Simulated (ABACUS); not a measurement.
GaN: single-point calculation at one volume of an equation of state (part 1 of 2)

- system: GaN (F-43m, 2 atoms in the cell)
- method: Kohn-Sham DFT of a periodic cell, PBE, PseudoDojo NC SR 0.4.1 PBE standard, no spin polarisation (ABACUS 3.10.1)

The structure derives from a Materials Project entry. It belongs to a series of runs on one base structure; here: volume scaled by 0.98.

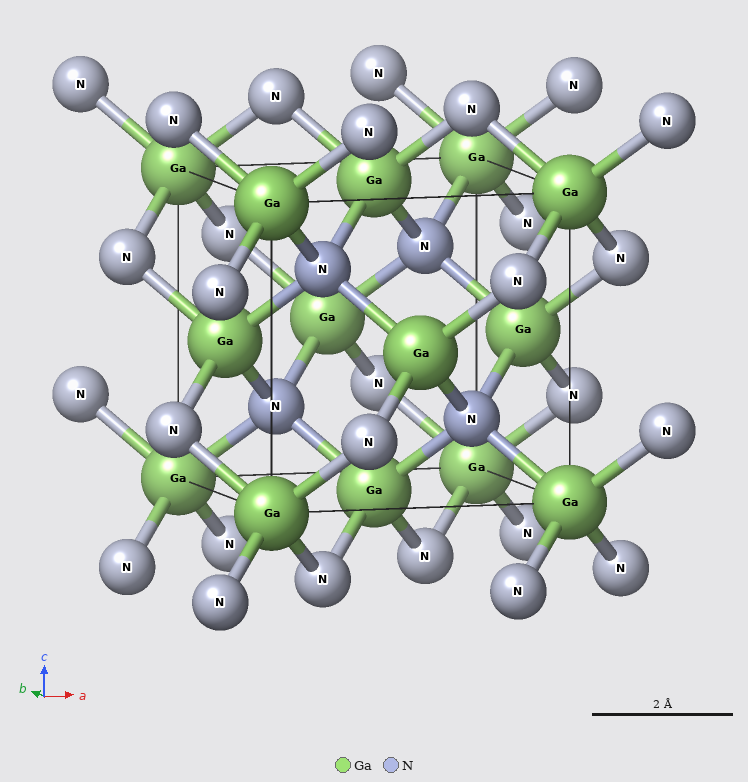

The structure (ball-and-stick view of the cell 4 times as large as that of the calculation, set on its symmetry axes, seen slightly off an axis; neighbours outside the cell are drawn fainter).

## Summary

```json
{"quantity": "outcome", "value": "converged"}
{"quantity": "space group (tolerance 0.01 Å)", "value": "F-43m (216)"}
{"quantity": "electrons treated", "value": "18"}
{"quantity": "free energy", "value": "−2364.1030 eV"}
{"quantity": "Fermi energy", "value": "11.870 eV"}
{"quantity": "gap on the k-point mesh", "value": "1.89 eV"}
{"quantity": "pressure", "value": "9.32 GPa"}
{"quantity": "largest force (length of the vector)", "value": "under 0.001 eV/Å"}
{"quantity": "hardware", "value": "4 threads of Intel Xeon (Sapphire Rapids), 16 GiB of memory available, shared host"}
{"quantity": "wall time", "value": "3.8 s (CPU time 15 s)"}
{"quantity": "peak memory", "value": "0.28 GiB"}
```

The cell is under a pressure of 9.3 GPa at this level, so it is not at its equilibrium volume.

## Input file
```
INPUT_PARAMETERS
suffix              GaN
calculation         scf
basis_type          pw
pseudo_dir          ./
symmetry            1
dft_functional      pbe
ecutwfc             84
pseudo_rcut         10
nspin               1
nbands              13
ks_solver           dav
smearing_method     fd
smearing_sigma      0.00367493
scf_thr             1e-08
scf_nmax            100
mixing_type         broyden
mixing_beta         0.7
cal_force           1
cal_stress          1
kpar                4
```

## File STRU
```
ATOMIC_SPECIES
Ga 69.7230 Ga.upf
N 14.0070 N.upf

LATTICE_CONSTANT
1.8897261246

LATTICE_VECTORS
0.0000000000 2.2383759866 2.2383759866
2.2383759866 0.0000000000 2.2383759866
2.2383759866 2.2383759866 0.0000000000

ATOMIC_POSITIONS
Direct

Ga
0.0
1
0.0000000000 0.0000000000 0.0000000000 1 1 1

N
0.0
1
0.2500000000 0.2500000000 0.2500000000 1 1 1
```

## File KPT
```
K_POINTS
0
Gamma
10 10 10 0 0 0
```

Run as:
```bash
OMP_NUM_THREADS=1 mpirun -np 4 abacus > log
```

## The program's output
```
ABACUS v3.10.1

               Atomic-orbital Based Ab-initio Computation at UStc

 ------------------------------------------------------------------------------------

 READING GENERAL INFORMATION
                           global_out_dir = OUT.GaN/
                           global_in_card = INPUT
                               pseudo_dir = ./
                              orbital_dir =
                                    DSIZE = 4
                                    GSIZE = 1

 READING UNITCELL INFORMATION
                                    ntype = 2
                  lattice constant (Bohr) = 1.88973
              lattice constant (Angstrom) = 1

 READING ATOM TYPE 1
                               atom label = Ga
                      L=0, number of zeta = 1
                      L=1, number of zeta = 1
                      L=2, number of zeta = 1
             number of atom for this type = 1

 READING ATOM TYPE 2
                               atom label = N
                      L=0, number of zeta = 1
                      L=1, number of zeta = 1
                      L=2, number of zeta = 1
             number of atom for this type = 1

                        TOTAL ATOM NUMBER = 2
DIRECT COORDINATES
    atom                   x                   y                   z     mag                  vx                  vy                  vz
taud_Ga1            0.0000000000        0.0000000000        0.0000000000  0.0000        0.0000000000        0.0000000000        0.0000000000
taud_N1            0.2500000000        0.2500000000        0.2500000000  0.0000        0.0000000000        0.0000000000        0.0000000000

                          Volume (Bohr^3) = 151.365
                             Volume (A^3) = 22.43

 Lattice vectors: (Cartesian coordinate: in unit of a_0)
                   +0            +2.23838            +2.23838
             +2.23838                  +0            +2.23838
             +2.23838            +2.23838                  +0
 Reciprocal vectors: (Cartesian coordinate: in unit of 2 pi/a_0)
            -0.223376           +0.223376           +0.223376
            +0.223376           -0.223376           +0.223376
            +0.223376           +0.223376           -0.223376
 The esolver type has been set to : ksdft_pw

                PAO radial cut off (Bohr) = 10

 Read in pseudopotential file is Ga.upf
                     pseudopotential type = NC
          exchange-correlation functional = PBE
                 nonlocal core correction = 1
                        valence electrons = 13
                                     lmax = 2
                           number of zeta = 3
                     number of projectors = 6
                           L of projector = 0
                           L of projector = 0
                           L of projector = 1
                           L of projector = 1
                           L of projector = 2
                           L of projector = 2
                PAO radial cut off (Bohr) = 10

 Read in pseudopotential file is N.upf
                     pseudopotential type = NC
          exchange-correlation functional = PBE
                 nonlocal core correction = 1
                        valence electrons = 5
                                     lmax = 1
                           number of zeta = 2
                     number of projectors = 4
                           L of projector = 0
                           L of projector = 0
                           L of projector = 1
                           L of projector = 1
     initial pseudo atomic orbital number = 13

 SETUP THE ELECTRONS NUMBER
            electron number of element Ga = 13
      total electron number of element Ga = 13
             electron number of element N = 5
       total electron number of element N = 5
            AUTOSET number of electrons:  = 18
                           occupied bands = 9
                                   NBANDS = 13
                                   NLOCAL = 18

%%%%%%%%%%%%%%%%%%%%%%%%%%%%%%%%%%%%%%%%%%%%%%%%%%%%%%%%%%%%%%%%%%%%%%%%%%%%%%%%%%%%%%%%%%%%%%%%%%%%%%%%%%
 Warning: the number of valence electrons in pseudopotential > 3 for Ga: [Ar] 3d10 4s2 4p1
 Pseudopotentials with additional electrons can yield (more) accurate outcomes, but may be less efficient.
 If you're confident that your chosen pseudopotential is appropriate, you can safely ignore this warning.
%%%%%%%%%%%%%%%%%%%%%%%%%%%%%%%%%%%%%%%%%%%%%%%%%%%%%%%%%%%%%%%%%%%%%%%%%%%%%%%%%%%%%%%%%%%%%%%%%%%%%%%%%%

 SETUP THE PLANE WAVE BASIS
 energy cutoff for charge/potential (unit:Ry) = 336
            fft grid for charge/potential = [ 36, 36, 36 ]
                        fft grid division = [ 1, 1, 1 ]
        big fft grid for charge/potential = [ 36, 36, 36 ]
                                     nbxx = 46656
                                     nrxx = 46656

 SETUP PLANE WAVES FOR CHARGE/POTENTIAL
                    number of plane waves = 15665
                         number of sticks = 835

 PARALLEL PW FOR CHARGE/POTENTIAL
     PROC   COLUMNS(POT)             PW
        1            835          15665
 --------------- sum -------------------
        1            835          15665
                            number of |g| = 205
                                  max |g| = 30.3373
                                  min |g| = 0

----------- Double Check Mixing Parameters Begin ------------
mixing_type: broyden
mixing_beta: 0.7
mixing_gg0: 1
mixing_gg0_min: 0.1
mixing_ndim: 8
----------- Double Check Mixing Parameters End ------------

 LATTICE VECTORS: (CARTESIAN COORDINATE: IN UNIT OF A0)
                   +0            +2.23838            +2.23838
             +2.23838                  +0            +2.23838
             +2.23838            +2.23838                  +0
                       right hand lattice = 1
                                   NORM_A = 3.16554
                                   NORM_B = 3.16554
                                   NORM_C = 3.16554
                           ALPHA (DEGREE) = 60
                           BETA  (DEGREE) = 60
                           GAMMA (DEGREE) = 60

 The lattice vectors have been changed (STRU_SIMPLE.cif)

(for optimal symmetric configuration:)
                             BRAVAIS TYPE = 3
                     BRAVAIS LATTICE NAME = 03. Cubic F (face-centered)
                                    ibrav = 3
                                    IBRAV = 3
                                  BRAVAIS = FACE CENTERED CUBIC
                       LATTICE CONSTANT A = 4.47675
Original cell was already a primitive cell.
                        ROTATION MATRICES = 48
              PURE POINT GROUP OPERATIONS = 24
                   SPACE GROUP OPERATIONS = 24
                                       C2 = 3
                                       C3 = 8
                                       C4 = 0
                                       C6 = 0
                                       S1 = 6
                                       S3 = 0
                                       S4 = 6
                                       S6 = 0
                              POINT GROUP = T_d
                                       C2 = 3
                                       C3 = 8
                                       C4 = 0
                                       C6 = 0
                                       S1 = 6
                                       S3 = 0
                                       S4 = 6
                                       S6 = 0
               POINT GROUP IN SPACE GROUP = T_d

 SETUP K-POINTS
                                    nspin = 1
                   Input type of k points = Monkhorst-Pack(Gamma)
                                   nkstot = 1000
                       right hand lattice = 1
(for reciprocal lattice: )
                             BRAVAIS TYPE = 2
                     BRAVAIS LATTICE NAME = 02. Cubic I (body-centered)
                                    ibrav = 2
                       right hand lattice = 1
(for k-lattice: )
                             BRAVAIS TYPE = 2
                     BRAVAIS LATTICE NAME = 02. Cubic I (body-centered)
                                    ibrav = 2
                       right hand lattice = 1
                        ROTATION MATRICES = 48
                               nkstot_ibz = 47
K-POINTS REDUCTION ACCORDING TO SYMMETRY
     IBZ    DIRECT_X    DIRECT_Y    DIRECT_Z  WEIGHT  ibz2bz
       1  0.00000000  0.00000000  0.00000000  0.0010       0
       2  0.10000000  0.10000000  0.10000000  0.0080       1
       3  0.20000000  0.20000000  0.20000000  0.0080       2
       4  0.30000000  0.30000000  0.30000000  0.0080       3
       5  0.40000000  0.40000000  0.40000000  0.0080       4
       6  0.50000000  0.50000000  0.50000000  0.0040       5
       7  0.10000000  0.10000000  0.00000000  0.0060      11
       8  0.20000000  0.20000000  0.10000000  0.0240      12
       9  0.30000000  0.30000000  0.20000000  0.0240      13
      10  0.40000000  0.40000000  0.30000000  0.0240      14
      11  0.50000000  0.50000000  0.40000000  0.0240      15
      12  0.50000000  0.40000000  0.40000000  0.0240      16
      13  0.40000000  0.30000000  0.30000000  0.0240      17
      14  0.30000000  0.20000000  0.20000000  0.0240      18
      15  0.10000000  0.10000000  0.20000000  0.0120      19
      16  0.20000000  0.20000000  0.00000000  0.0060      22
      17  0.30000000  0.30000000  0.10000000  0.0240      23
      18  0.40000000  0.40000000  0.20000000  0.0240      24
      19  0.50000000  0.50000000  0.30000000  0.0240      25
      20 -0.40000000  0.40000000  0.40000000  0.0240      26
      21  0.50000000  0.30000000  0.30000000  0.0240      27
      22  0.40000000  0.20000000  0.20000000  0.0120      28
      23  0.30000000  0.30000000  0.00000000  0.0060      33
      24  0.40000000  0.40000000  0.10000000  0.0240      34
      25  0.50000000  0.50000000  0.20000000  0.0240      35
      26 -0.30000000  0.40000000  0.40000000  0.0240      36
      27 -0.40000000  0.30000000  0.30000000  0.0120      37
      28  0.40000000  0.40000000  0.00000000  0.0060      44
      29  0.50000000  0.50000000  0.10000000  0.0240      45
      30 -0.20000000  0.40000000  0.40000000  0.0120      46
[... 17 further k points ...]

                               nkstot now = 47
[... K-POINTS DIRECT COORDINATES: 47 rows ...]

           k-point number in this process = 12
       minimum distributed K point number = 11
[... stars of the k points ...]

[... K-POINTS CARTESIAN COORDINATES: 12 rows ...]

[... K-POINTS DIRECT COORDINATES: 12 rows ...]

 SETUP PLANE WAVES FOR WAVE FUNCTIONS
     energy cutoff for wavefunc (unit:Ry) = 84
              fft grid for wave functions = [ 36, 36, 36 ]
                    number of plane waves = 2421
                         number of sticks = 241

 PARALLEL PW FOR WAVE FUNCTIONS
     PROC   COLUMNS(POT)             PW
        1            241           2421
 --------------- sum -------------------
        1            241           2421

 SETUP NONLOCAL PSEUDOPOTENTIALS IN PLANE WAVE BASIS
 Ga non-local projectors:
 projector 1 L=0
 projector 2 L=0
 projector 3 L=1
 projector 4 L=1
 projector 5 L=2
 projector 6 L=2
 N non-local projectors:
 projector 1 L=0
 projector 2 L=0
 projector 3 L=1
 projector 4 L=1
      TOTAL NUMBER OF NONLOCAL PROJECTORS = 26

 Init Non-Local PseudoPotential table :
 Init Non-Local-Pseudopotential done.

                                     npwx = 1989
```
